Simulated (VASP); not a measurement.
# Coverage series on TaN(001), part 3 of 3

How do binding energy and the level below the vacuum change as the layer fills? Model: TaN(001), 2 x 2, four layers.

VASP 6.6.1, plane waves and PAW; the level of theory is named at each step.

So far: The starting structure; Relax the state, PBEsol; Potential of the state, PBEsol.

## (6) Free molecule: Cl2, PBEsol

Each gas relaxes alone in a box.

Level: PBEsol; plane waves and PAW (Cl).

System, named by how it was started: Cl2. The cell holds 2 atoms: 2 Cl. Cell: a = 10.000 Å, b = 10.500 Å, c = 13.000 Å, α = 90.0°, β = 90.0°, γ = 90.0°. Vacuum lies along a, b and c.

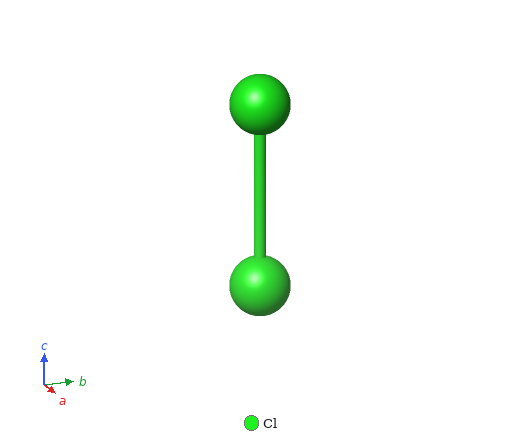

The cell at the end of this step (chlorine green).

Contents of INCAR:

```
SYSTEM = Cl
PREC = Normal
ENCUT = 400
EDIFF = 1E-05
NELM = 120
ISMEAR = 0
SIGMA = 0.01
LREAL = Auto
ALGO = Normal
GGA = PS
NBANDS = 13
LASPH = .TRUE.
LORBIT = 11
LWAVE = .FALSE.
LCHARG = .FALSE.
NCORE = 4
IBRION = 2
NSW = 60
ISIF = 2
EDIFFG = -0.03
POTIM = 0.4
MAXMIX = 40
ISYM = 0
```

Contents of POSCAR:

```
Cl
1.0
   10.0000000000      0.0000000000      0.0000000000
    0.0000000000     10.5000000000      0.0000000000
    0.0000000000      0.0000000000     13.0000000000
Cl
2
Direct
    0.5000000000      0.5000000000      0.4234615400
    0.5000000000      0.5000000000      0.5765384600
```

Contents of KPOINTS:

```
Automatic mesh
0
Gamma
1 1 1
0 0 0
```

The projector-augmented-wave data sets are Cl (PBE family, release 64).

The run is started by

```sh
$ mpirun -np 16 vasp_gam
```

The log of the run:

```text
[banner, memory and clock lines left out]
running   16 mpi-ranks, on    1 nodes
[...]
|                                                                             |
|               ----> ADVICE to this user running VASP <----                  |
|                                                                             |
|     You have a (more or less) 'small supercell' and for smaller cells       |
|     it is recommended to use the reciprocal-space projection scheme!        |
|     The real-space optimization is not efficient for small cells and it     |
|     is also less accurate ...                                               |
|     Therefore, set LREAL=.FALSE. in the INCAR file.                         |
|                                                                             |

 [... a notice as in an earlier step ...]

 LDA part: xc-table for (Slater+PW92), standard interpolation
|                                                                             |
|           W    W    AA    RRRRR   N    N  II  N    N   GGGG   !!!           |
[...]
N       E                     dE             d eps       ncg     rms          rms(c)
DAV:   1    -0.384461822113E+01   -0.52254E-04   -0.23991E-01    32   0.202E+00    0.762E-01
DAV:   2    -0.384497657148E+01   -0.35835E-03   -0.77717E-03    32   0.514E-01    0.287E-01
DAV:   3    -0.384519347690E+01   -0.21691E-03   -0.16070E-04    32   0.651E-02    0.128E-01
DAV:   4    -0.384528290327E+01   -0.89426E-04   -0.11917E-04    32   0.503E-02    0.195E-02
DAV:   5    -0.384529274548E+01   -0.98422E-05   -0.10530E-05    32   0.173E-02
   2 F= -.38452927E+01 E0= -.38452927E+01  d E =-.718860E-03
 trial-energy change:   -0.000719  1 .order   -0.000671   -0.002823    0.001481
 step:   0.6707(harm=  0.6559)  dis= 0.00495  next Energy=    -3.845535 (dE=-0.961E-03)
[...]
N       E                     dE             d eps       ncg     rms          rms(c)
DAV:   1    -0.384547318733E+01   -0.19028E-03   -0.26422E-02    40   0.671E-01    0.243E-01
DAV:   2    -0.384555190046E+01   -0.78713E-04   -0.77695E-04    32   0.166E-01    0.791E-03
DAV:   3    -0.384555613961E+01   -0.42391E-05   -0.18264E-05    40   0.201E-02
   3 F= -.38455561E+01 E0= -.38455561E+01  d E =-.982254E-03
[...]
reached required accuracy - stopping structural energy minimisation
```

It took 6.2 s on 16 MPI ranks of Intel Xeon Platinum 8259CL at 2.50GHz (Skylake/Cascade Lake), shared host; peak memory 2.3 GiB.

From OUTCAR (step 6):

```text
  Total       -0.0177550     -0.0225637     -0.0252816      0.0000010      0.0000024      0.0000028
  in kB       -0.0208401     -0.0264842     -0.0296745      0.0000012      0.0000028      0.0000033
  external PRESSURE =      -0.0256663 kB  Pullay stress =       0.0000000 kB

 POSITION                                       TOTAL-FORCE (eV/Angst)
 -----------------------------------------------------------------------------------
      5.00000      5.25000      5.50995        -0.000000     -0.000000      0.000383
      5.00000      5.25000      7.49005         0.000000      0.000000     -0.000383
 -----------------------------------------------------------------------------------
    total drift:                                0.000001      0.000000     -0.000012

  FREE ENERGIE OF THE ION-ELECTRON SYSTEM (eV)
  ---------------------------------------------------
  free  energy   TOTEN  =        -3.8455561396 eV

  energy  without entropy=       -3.8455561396  energy(sigma->0) =       -3.84555614

[... 1 part as in an earlier step ...]

[... 3 further parts left out ...]
[key lines of the parts left out:]
E-fermi :  -6.9073
```

Numbers from this step:

```
energy(sigma→0) of the program : -3.8456 eV
ionic steps                    : 3
```

## (7) The energy by hand

For “2 of 4 Ta sites hold Cl”, from the relaxed energies at PBEsol: [-373.062 − (-364.091) − (1) × (-3.846)] / 2 = -2.56 eV.

## (8) The table

The other members went through these steps as far as the tables show, with one cutoff; 6 runs are not shown. The session took 17 core hours (wall time by ranks) on a shared machine.

Mean binding energy of one Cl against half of Cl2; static energies, no zero-point or thermal terms; level: Fermi level of a metal, highest filled level otherwise.

```csv
state,coverage in layers,from state,gas taken up (+) or given off (-),"energy, PBEsol (eV)"
clean,0,,,
1 of 4 Ta sites hold Cl,0.25,clean,+0.5 Cl2,-2.71
2 of 4 Ta sites hold Cl,0.50,clean,+1 Cl2,-2.56
3 of 4 Ta sites hold Cl,0.75,clean,+1.5 Cl2,-2.38
4 of 4 Ta sites hold Cl,1.00,clean,+2 Cl2,-2.26
```

A blank entry does not apply, was not run or did not finish.

```
                  state  level below the vacuum (eV)  gap (eV)  nearest pair between the added atoms and the rest  its distance (Å)
                  clean                         3.31      0.00                                                                     
1 of 4 Ta sites hold Cl                         4.89      0.00                                              Cl-Ta              2.37
2 of 4 Ta sites hold Cl                         5.71      0.00                                              Cl-Ta              2.34
3 of 4 Ta sites hold Cl                         5.69      0.00                                              Cl-Ta              2.27
4 of 4 Ta sites hold Cl                         5.76      0.00                                              Cl-Ta              2.27
```

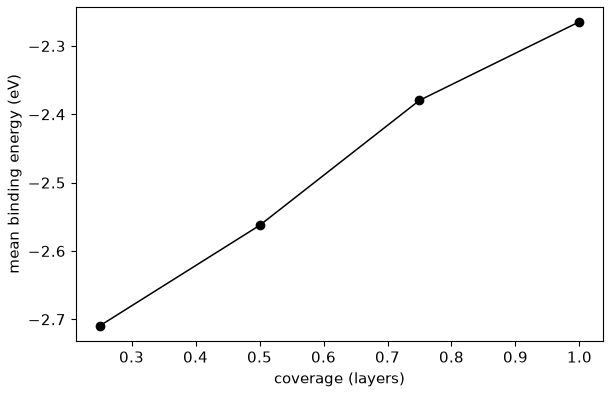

Binding against coverage.

## (9) Outcome

```json
{
  "binding at 0.25 layers": "-2.71 eV",
  "binding at 1 layers": "-2.26 eV"
}
```

In words: From 0.25 to 1 layers the mean binding weakens by 0.45 eV. The differential binding, step by step, is -2.42, -2.01, -1.92 eV an atom. The level below the vacuum on the upper side spans 3.31 eV (“clean”) to 5.76 eV (“4 of 4 Ta sites hold Cl”). Vacuum levels are VASP's own where it printed one and read from the planar potential otherwise; the two differ by up to about 0.05 eV, so smaller differences between rows mean nothing. The work function of the untouched lower face drifts by 0.31 eV over the series, a sign that the slab may be too thin to part the two faces. The crystal is taken in the rock-salt form at a typed lattice constant, and the added atoms are held on top sites by symmetry. The slabs ran without spin polarisation, which may matter for added atoms with open shells. One start was relaxed for each state, in a small cell at high coverage; entropy of the gases, which favours steps that give off gas, is left out.

[Lines on the potential files, build, host, timing and source positions are cut from VASP's logs without a mark.]

[Logs are printed without paths, hosts, clocks, repeated set-up lines and the standing remarks that a program may print on its own settings, such as how far it seeks lower states.]

[Hosts, paths, dates, database ids (printed as entryN), source tags and the programs' standing remarks are cut or masked in the printed files.]
